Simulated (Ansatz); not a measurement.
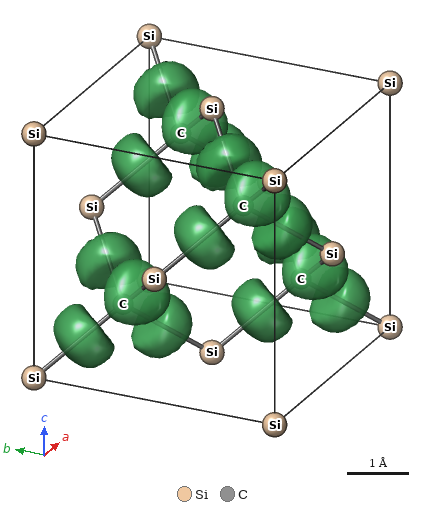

SiC. Isosurface of the electron localisation function at 0.8 (green), seen at an oblique angle. Only the valence region is drawn (cores and ρ < 0.01 e/Å³ removed). Sticks mark near contacts.

Space group F-43m.

These are results of DFT PBE, scalar-relativistic, plane waves, PAW in Ansatz, not measurements.

Input file:

```
crystal:
  lattice:
    - [0.0, 2.179, 2.179]
    - [2.179, 0.0, 2.179]
    - [2.179, 2.179, 0.0]
  atoms:
    - { symbol: Si, position: [0.0, 0.0, 0.0] }
    - { symbol: C, position: [0.25, 0.25, 0.25] }
scf:
  occupations: { method: fixed }
output:
  forces: true
  stress: true
  eigenvalues: true
  write_density: true
  write_potential: true
  elf: true
  volumetric_format: npy
hamiltonian:
  xc: pbe
relax:
  f_tol: 0.001
  max_steps: 60
  cell: { stress_tol: 0.03 }
kpoints:
  mp_grid: { grid: [10, 10, 10] }
```

Run with:

```sh
ansatz run input.yaml --threads 8 --pin off --max-ram 16384MiB --backend cpu --events-out ev --progress --plain --runs-dir out
```

Below, planes, directions and counts refer to the conventional cell (a = 4.38 Å, b = 4.38 Å, c = 4.38 Å, α = 90.00°, β = 90.00°, γ = 90.00°).

The fields are those of the run's last geometry, not of the input's.

> Describe the localisation domains.

At this value the surface marks out 16 regions between bonded C–Si atoms (shared pairs), counted in one cell of 8 atoms. Any copies at cell faces, edges or corners count once. Along the contacts the grid gives the following. Si–C (1.90 Å): the ELF peaks at about 0.95 between the atoms; a shared electron pair.

> Does the calculation give a band gap?

It is gapped, with a Kohn–Sham gap of 1.4 eV on the k-point mesh, an upper bound to the gap of this method.
